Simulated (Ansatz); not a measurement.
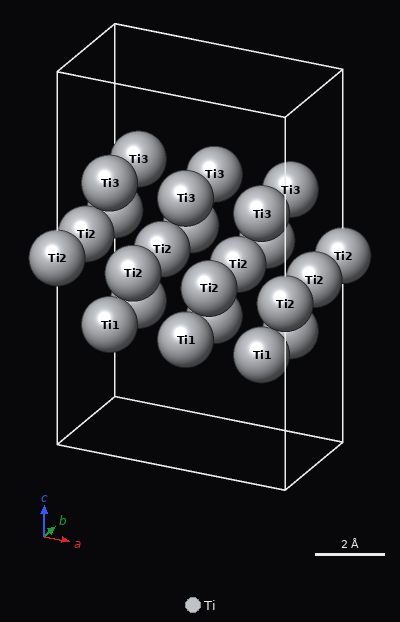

Figure 1. The structure (spheres-only view of the 3 × 2 repeat of the cell, with the vacuum cut short, seen slightly off an axis; atoms are numbered from 1 in the order of the input). An atom can appear more than once, as a periodic image.

## Ti: single-point calculation

- system: Ti (slab, 3 atoms in the cell)
- method: DFT PBEsol, scalar-relativistic, plane waves, PAW, PAW set soft_1, no spin polarisation (Ansatz 0.2.0)

The structure derives from an entry of the Crystallography Open Database. Figures and captions count atoms from 1; the log counts them from 0 in places.

**Input**
```yaml
crystal:
  lattice:
    - [2.7797925781, 0.0, 0.0]
    - [-0.926597526, 2.6208135764, 0.0]
    - [0.0, 0.0, 19.7756614792]
  atoms:
    - { symbol: Ti, position: [0.5, 0.5, 0.2022688346] }
    - { symbol: Ti, position: [0.0, 0.0, 0.3106574497] }
    - { symbol: Ti, position: [0.5, 0.5, 0.4184771006] }
basis:
  ecutwfc: 420
kpoints:
  mp_grid: { grid: [10, 10, 1] }
hamiltonian:
  xc: pbesol
  pseudopotentials: { kind: paw, azcp: { folder: soft_1 } }
scf:
  occupations: { method: gaussian, width: 0.1 }
output:
  forces: true
  eigenvalues: true
  write_density: true
  write_potential: true
  elf: true
  volumetric_format: npy
efield:
  axis: 3
  dipole_correction: true
  ramp_width: 0.04
```

Run as:
```bash
ansatz run input.yaml --threads 1 --pin off --max-ram 3072MiB --backend cpu --events-out ev --progress --plain --runs-dir out
```

**Log**
```
Warning: [file] the record states the generating functional pbe (its physics header spells it `PBE`), which answers neither for hamiltonian.xc's functional nor for the pbesol family's — results may be inconsistent (PPs are generated against a specific XC)
Engine: ansatz 0.2.0, x86_64-unknown-linux-gnu
Pseudopotentials: kind: paw
Pseudopotential: Ti, paw, valence charge 12, recommended cutoff 420 eV (normal), [file]
Functional definition: PBEsol
  exchange = pbesol_x
  correlation = pbesol_c
Crystal: 3 atoms, lattice volume = 144.072 Å³
Basis set: ecut = 420 eV, 2869 PW (Γ), exchange–correlation on 40×40×270 points (8 copies of the dense FFT grid, shifted against one another)
Bands: 22, of which v1, the nominal top of the filled ones, is band 18 counted from 1 (17 counted from 0)
Symmetry: 4 space group operations
Space group: Cmm2 (ITA 35), of the structure as read, at distance tolerance 5.2e-5 Å
k-points: 31 of 100
Non-local potential: Ti, projectors of the file, l = 0: 3, l = 1: 2, l = 2: 3, l = 3: 1
PAW form: soft (Blöchl's): semilocal exchange-correlation on the pseudo side does not see the compensation charge
PAW frozen core: Ti, regenerated for the run's functional, and the local potential with it (the file was generated under x = pbe(κ = 0.804, μ = 0.2195149727645171), c = pbe(β = 0.06672455060314922))
PAW one-centre angular grid: Ti, 590 points (default); XC on 64 Gauss nodes
Initial density: superposition of atomic densities (neutral atoms: chi_scale 0, normalization atom)
Initial wavefunctions: pseudopotential atomic-orbital guess
Functional: x = pbesol(κ = 0.804, μ = 0.12345679012345678), c = pbesol(β = 0.046)
SCF iter   1: F=—  HF=-7424.220719 eV  |F-HF|=—  |Δ(HF+E_count)|=         —  Δρ=6.71e-2  dr2=5.11e1  ethr=3.10e-3  p=-0.000 e·Å  D=-7.15e-7 V/Å  ΔV_dip=0.00 eV  dr2_dipole=2.25e-3  V_vac-E_F(+/−)=8.63/8.63 eV  ⟨swp⟩=8.1  Hψ=3799  notcnv=0
efield: sawtooth ramp at fractional position 0.7904 (placed from the atoms, in the widest stretch of the axis that holds none; the zero of the levels goes with the place), width 0.0400; the density the first Hamiltonian is built on has a dipole p = -0.000 e·Å; the dipole correction subtracts the counter field D = -7.15e-7 V/Å, which shifts the + side's vacuum level by +0.00 eV against the − side's; the planar-averaged density in the ramp window peaks in size at 1.3e-6 e/Å³
preconditioner: auto → LDOS  [metal: Δε(μ)=0.026 eV  Ē_g=3.125 eV  σ=0.100 eV  W_gap=0.14  n_scr=12 (ndim 8)  ℏωp=10.7 eV  f_vac=0.551  D(μ)=2.33/eV (n_scr^D=10)  β→1.0]
SCF iter   2: F=—  HF=-7445.769794 eV  |F-HF|=—  |Δ(HF+E_count)|=    2.15e1  Δρ=1.29e-1  dr2=8.18e2  ethr=3.10e-3  p=0.006 e·Å  D=7.30e-3 V/Å  ΔV_dip=-0.14 eV  dr2_dipole=2.20e-1  V_vac-E_F(+/−)=-3.83/-3.68 eV  ⟨swp⟩=13.6  Hψ=6995  notcnv=0  defer=1  recentre
SCF iter   3: F=—  HF=-7420.815245 eV  |F-HF|=—  |Δ(HF+E_count)|=    2.50e1  Δρ=2.56e-2  dr2=9.43e0  ethr=3.10e-3  p=0.000 e·Å  D=5.64e-4 V/Å  ΔV_dip=-0.01 eV  dr2_dipole=2.06e-5  V_vac-E_F(+/−)=7.30/7.31 eV  ⟨swp⟩=10.2  Hψ=4576  notcnv=0  defer=6
SCF iter   4: F=—  HF=-7420.072045 eV  |F-HF|=—  |Δ(HF+E_count)|=   7.43e-1  Δρ=1.07e-2  dr2=1.91e0  ethr=3.10e-3  p=-0.007 e·Å  D=-9.28e-3 V/Å  ΔV_dip=0.18 eV  dr2_dipole=6.03e-4  V_vac-E_F(+/−)=10.51/10.36 eV  ⟨swp⟩=4.9  Hψ=1734  notcnv=0  defer=5
SCF iter   5: F=—  HF=-7420.006900 eV  |F-HF|=—  |Δ(HF+E_count)|=   6.51e-2  Δρ=6.37e-3  dr2=9.84e-1  ethr=3.10e-3  p=-0.009 e·Å  D=-1.18e-2 V/Å  ΔV_dip=0.23 eV  dr2_dipole=7.99e-5  V_vac-E_F(+/−)=10.97/10.78 eV  ⟨swp⟩=2.7  Hψ=968  notcnv=0
SCF iter   6: F=—  HF=-7419.839873 eV  |F-HF|=—  |Δ(HF+E_count)|=   1.67e-1  Δρ=3.92e-3  dr2=5.19e-1  ethr=2.73e-3  p=-0.008 e·Å  D=-9.77e-3 V/Å  ΔV_dip=0.19 eV  dr2_dipole=2.99e-5  V_vac-E_F(+/−)=9.58/9.43 eV  ⟨swp⟩=1.4  Hψ=727  notcnv=0
SCF iter   7: F=—  HF=-7419.692240 eV  |F-HF|=—  |Δ(HF+E_count)|=   1.48e-1  Δρ=2.07e-3  dr2=1.61e-1  ethr=1.44e-3  p=-0.005 e·Å  D=-5.84e-3 V/Å  ΔV_dip=0.12 eV  dr2_dipole=5.86e-8  V_vac-E_F(+/−)=7.55/7.46 eV  ⟨swp⟩=2.3  Hψ=832  notcnv=0  defer=2
SCF iter   8: F=—  HF=-7419.630336 eV  |F-HF|=—  |Δ(HF+E_count)|=   6.19e-2  Δρ=1.20e-3  dr2=9.08e-3  ethr=4.48e-4  p=-0.000 e·Å  D=-3.98e-4 V/Å  ΔV_dip=0.01 eV  dr2_dipole=8.99e-6  V_vac-E_F(+/−)=5.05/5.05 eV  ⟨swp⟩=2.4  Hψ=913  notcnv=0  defer=1
SCF iter   9: F=—  HF=-7419.652623 eV  |F-HF|=—  |Δ(HF+E_count)|=   2.23e-2  Δρ=1.34e-3  dr2=3.82e-2  ethr=2.52e-5  p=0.003 e·Å  D=3.41e-3 V/Å  ΔV_dip=-0.07 eV  dr2_dipole=1.54e-5  V_vac-E_F(+/−)=2.93/2.99 eV  ⟨swp⟩=4.1  Hψ=1396  notcnv=0  defer=1
SCF iter  10: F=—  HF=-7419.630787 eV  |F-HF|=—  |Δ(HF+E_count)|=   2.18e-2  Δρ=3.11e-4  dr2=4.09e-4  ethr=2.52e-5  p=0.000 e·Å  D=2.65e-4 V/Å  ΔV_dip=-0.01 eV  dr2_dipole=2.03e-5  V_vac-E_F(+/−)=4.50/4.50 eV  ⟨swp⟩=2.7  Hψ=939  notcnv=0  defer=1
SCF iter  11: F=—  HF=-7419.630756 eV  |F-HF|=—  |Δ(HF+E_count)|=   3.06e-5  Δρ=8.96e-5  dr2=2.05e-5  ethr=1.14e-6  p=0.000 e·Å  D=3.83e-5 V/Å  ΔV_dip=-0.00 eV  dr2_dipole=1.59e-7  V_vac-E_F(+/−)=4.51/4.51 eV  ⟨swp⟩=2.5  Hψ=919  notcnv=0  defer=1
SCF iter  12: F=—  HF=-7419.630783 eV  |F-HF|=—  |Δ(HF+E_count)|=   2.62e-5  Δρ=4.51e-5  dr2=8.23e-6  ethr=5.71e-8  p=-0.000 e·Å  D=-3.42e-5 V/Å  ΔV_dip=0.00 eV  dr2_dipole=6.71e-7  V_vac-E_F(+/−)=4.50/4.50 eV  ⟨swp⟩=3.0  Hψ=1126  notcnv=0  defer=1
SCF iter  13: F=—  HF=-7419.630784 eV  |F-HF|=—  |Δ(HF+E_count)|=   1.63e-6  Δρ=1.91e-5  dr2=1.31e-6  ethr=2.29e-8  p=-0.000 e·Å  D=-1.20e-4 V/Å  ΔV_dip=0.00 eV  dr2_dipole=2.95e-8  V_vac-E_F(+/−)=4.50/4.50 eV  ⟨swp⟩=1.9  Hψ=789  notcnv=0  defer=1
SCF iter  14: F=-7419.630785 eV  HF=-7419.630784 eV  |F-HF|=1.40e-7  |Δ(HF+E_count)|=   2.59e-7  Δρ=5.43e-6  dr2=4.20e-8  ethr=2.78e-10  p=-0.000 e·Å  D=-1.66e-4 V/Å  ΔV_dip=0.00 eV  dr2_dipole=1.77e-9  V_vac-E_F(+/−)=4.50/4.50 eV  ⟨swp⟩=19.1  Hψ=7768  notcnv=0
SCF 1 converged in 14 iterations: F = -7419.630785 eV  dr2 = 4.20e-8
  greatest PAW one-centre occupation: 0.999 electrons in one spin orbital (limit 2), on the Ti atom at site 0 (counted from 0), in its partial waves of l = 0
```

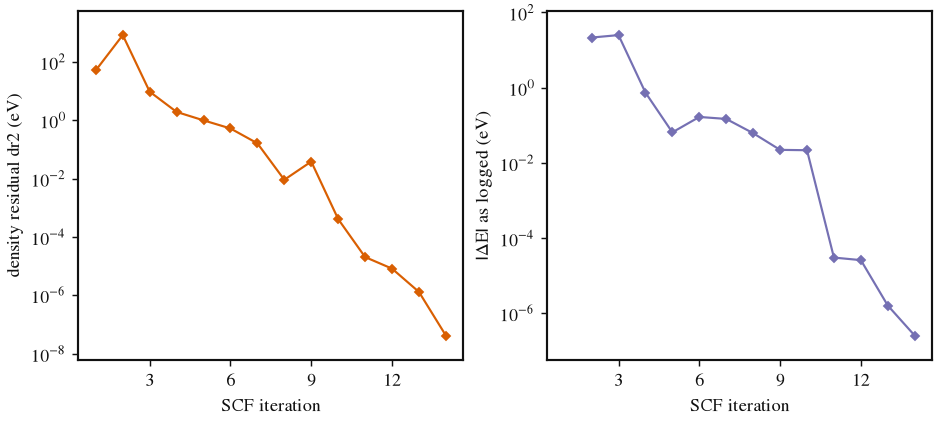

Figure 2. Convergence of the self-consistent field: density residual dr2 and size of the energy change against the SCF iteration. The residual falls unevenly and jumps up by a factor of two or more 2 times on the way down.

```
WARN: The output density's exchange-correlation potential varies sharply where the density is thin. Do not read a vacuum level from v_tot or v_xc, or from such a field of the output density. On a cell that repeats whose density bears no net charge and no dipole along the vacuum's axis use v_es (v_loc + v_h of the components); under efield.dipole_correction with no amplitude use v_es + v_field, which holds any external_charges[].barrier, or the levels of the report's work_function block, which leave it out; under a non-zero efield.amplitude the vacuum is tilted and has no level; on a cell that repeats and bears such a dipole with no correction it is tilted too, and efield.dipole_correction with no amplitude gives each side of its ramp a level where efield: is served; in a cell that repeats whose density bears a net charge (total_charge, or a fill off its count) it is curved and has none; of a slab under crystal.periodic whose density bears no net charge use v_es, which has a level on each side, short of where the two are joined; of another it falls or rises all the way out and has none; of a slab beside external_charges read slab_vacuum_level instead, which it has where they leave it neutral. The grid or the basis barely resolves most such structure, and the values can differ between equally converged runs; as a rule a tighter scf.convergence.dr2_threshold does not remove it. Where the density itself ripples (under the LDA too) a higher basis.ecutwfc lessens it. The files hold the spikes' plane waves up to the density's cutoff. Files: v_tot_of_output_density and the like, and their columns of v_z.tsv (output.write_potential); v_xc_of_output_density and the like, and their columns of v_comp_z.tsv (output.write_potential_components). Measured: with its Gaussian average of σ = 0.25 Å subtracted twice, the exchange-correlation potential is over 0.1 eV at 1714 of the grid points where the equally averaged density (valence and model cores) is under 1e-3 e/Å³, and 1.34 eV at the most among them, at an averaged density of 1.3e-7 e/Å³. The input density's (outcome.potential() and, of a run that writes arrays, v_tot and v_xc) is over 0.1 eV, so measured, at 498 points of its own thin density, 0.211 eV at the most. See output.write_potential in the manual, Limitations
SCF converged after 14 iterations
Free energy (F): -7419.630785 eV
Harris-Foulkes:  -7419.630784 eV  (|F-HF|=1.40e-7)
Internal energy: -7419.587964 eV  (E = F + TS)
E sigma→0 (E₀):  -7419.609374 eV
Entropy (-TS):   -0.042820 eV (-14.273 meV/atom)
Fermi energy:    1.943040 eV
Dipole field:    D = -0.000233 V/Å  (p = -0.000185 e·Å, saw-weighted, corrected)
Work function:   Φ+ = 4.5015 eV   Φ− = 4.4969 eV
Levels:          The Fermi level and band energies are counted from a zero that moves with the ramp; work functions are not
--- Per-component energies (eV) ---
  E_band       = -867.020177
  E_kinetic    = 847.394902
  E_local      = -27515.737387  (includes V_loc(G=0)·N_el)
  E_nonlocal   = 188.279256
  E_hartree    = 13285.331626
  E_xc         = -344.537872
  E_vxc        = -433.358666  (∫ρ·V_xc dr)
  E_paw        = -3053.779111  (= ΣΔE_a)
  E_vpaw       = -524.265685  (= ΣTr[D̂ρ^β])
  E_aug_tail   = -0.000238  (compensation charges beyond the density's cutoff)
  E_efield     = 0.000000  (sawtooth field / dipole correction)
  E_vefield    = 0.000016  (∫n·V_field dr)
  E_ewald      = 9173.042707
  E_core_change = 0.418154  (= ΣΔE_core)
  E_smearing   = -0.042820  (= −TS)
  E_closure    = 0.000000  (closes the sum)
  Σ components = -7419.630785   (vs F -7419.630785, Δ=0.00e0)
--- Forces (eV/Å), atoms counted from 1 ---
  atom   1  Ti     0.00000000    -0.00000000     0.01659669
  atom   2  Ti    -0.00000000     0.00000000    -0.02548300
  atom   3  Ti     0.00000000     0.00000000     0.00879025
  max |Σ_I F_I| component: 9.61e-5 eV/Å
--- Band table (eV; the first three rows and the last of 31) ---
  k-point 0: bands = ["-54.3728", "-54.3551", "-53.8827", "-30.9876", "-30.7987", "-30.4962", "-30.4583", "-30.3243", "-30.3174", "-30.0949", "-29.9675", "-29.9394", "-3.4650", "-2.0528", "-0.8805", "1.4912", "1.8403", "1.9585", "1.9934", "2.8970", "3.0948", "3.1310"]
  k-point 1: bands = ["-54.3636", "-54.3472", "-53.8763", "-30.9699", "-30.8029", "-30.5231", "-30.5039", "-30.3516", "-30.3445", "-30.0857", "-30.0066", "-29.9539", "-3.2031", "-1.8039", "-0.6435", "1.5006", "1.8461", "1.9681", "1.9971", "2.8465", "2.9947", "3.0755"]
  k-point 2: bands = ["-54.3396", "-54.3262", "-53.8594", "-30.9258", "-30.8199", "-30.6403", "-30.6260", "-30.3893", "-30.3818", "-30.1318", "-30.0753", "-29.9598", "-2.4794", "-1.1540", "-0.0285", "1.3875", "1.8561", "1.9008", "1.9640", "2.4053", "2.5379", "3.4274"]
  k-point 30: bands = ["-54.2261", "-54.2146", "-53.7495", "-31.0346", "-30.9952", "-30.7826", "-30.7774", "-30.7326", "-30.6749", "-30.5780", "-30.2320", "-30.0557", "-0.3147", "-0.1591", "-0.0494", "0.2477", "1.0768", "1.7356", "3.2415", "3.2554", "3.9749", "4.3189"]
```

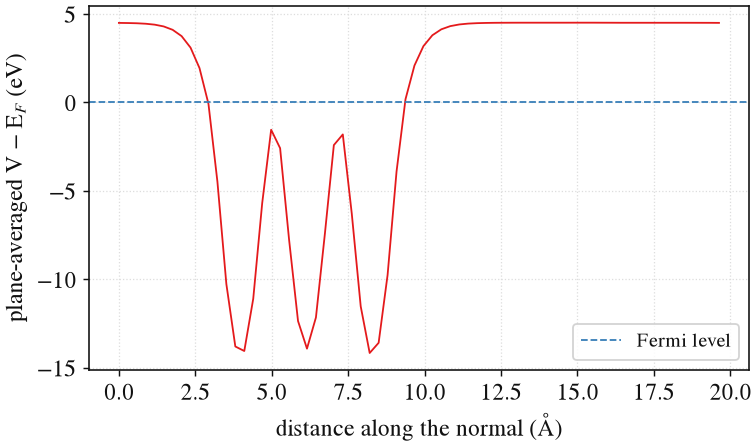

Figure 3. Plane average of the electrostatic potential energy of an electron across the cell, from the Fermi level. The vacuum level lies 4.50 eV above the Fermi level.

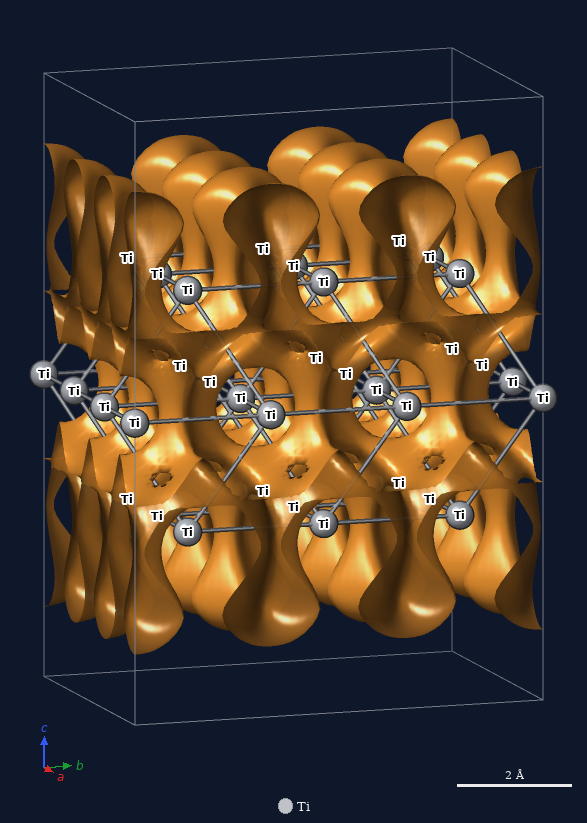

Figure 4. Isosurface of the ELF at 0.45 (orange), seen slightly off an axis. Core shells and regions of very low density are left out. Sticks mark near contacts. The ELF exceeds this value in sheets that run through the cell in two directions, counted in one cell of 3 atoms. Profiles from the grid: Ti–Ti (2.67 Å): the ELF is about 0.20 at the midpoint (no localised pair between them). Ti–Ti (2.78 Å): the ELF is about 0.20 at the midpoint (no localised pair between them). Core electrons are frozen (PAW), so the fields are smoothed inside the atomic spheres.

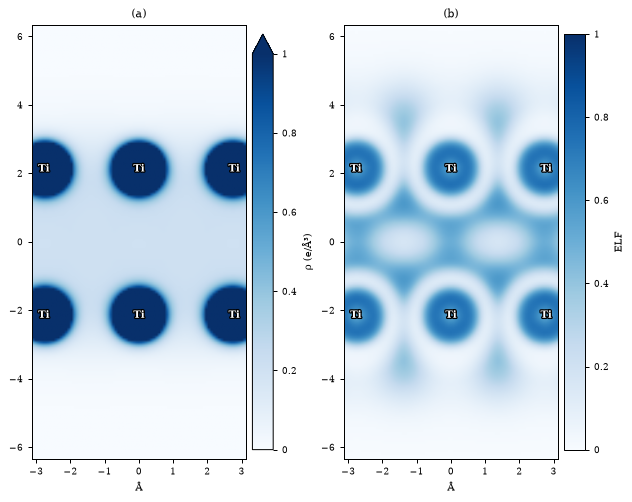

Figure 5. (a) valence pseudo-density; (b) electron localisation function on the (100) plane of the calculation cell, a cut from vacuum to vacuum. Ti–Ti (2.78 Å): ρ is about 0.21 e/Å³ halfway; the ELF is about 0.20 at the midpoint; no localised pair between them. The density dies away to nearly zero in the vacuum. The strong features right at Ti lie inside the PAW spheres (semicore, d or f shells) and say nothing about bonding.

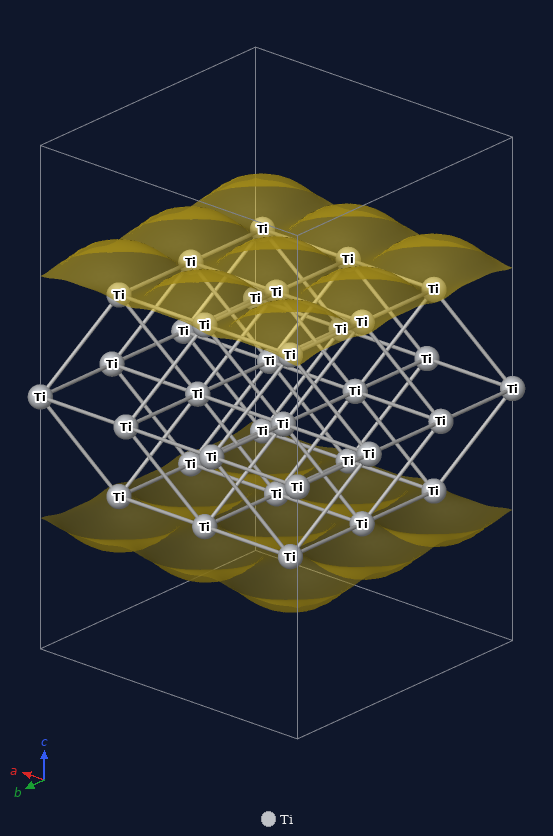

Figure 6. Isosurface of the valence electron density at 0.15 e/Å³ (yellow), seen at an oblique angle. Sticks mark near contacts. At this value the density is joined into sheets; it holds about 95 % of the electrons treated as valence (semicore included). On the grid the lowest density along these lines, outside the cores, is 0.24 e/Å³ (Ti–Ti, 2.67 Å) and 0.21 e/Å³ (Ti–Ti, 2.78 Å).

**Results in brief**

| quantity | value |
| --- | --- |
| outcome | converged |
| electrons treated | 36 |
| free energy | −7419.6308 eV |
| work function, top face | 4.50 eV |
| work function, bottom face | 4.50 eV |
| Fermi energy | 1.943 eV |
| gap on the k-point mesh | none (metallic) |
| work function (upper face) | 4.50 eV |
| largest force (length of the vector) | 0.025 eV/Å |
| hardware | 1 thread of Intel Xeon @ 2.50GHz (Skylake/Cascade Lake), 32 GiB of memory available, shared host |
| wall time | 19 s |
| peak memory | 0.44 GiB |

**Notes**

Notes on the run: the PAW datasets were made with another functional; the exchange-correlation potential is rough where the density is thin.
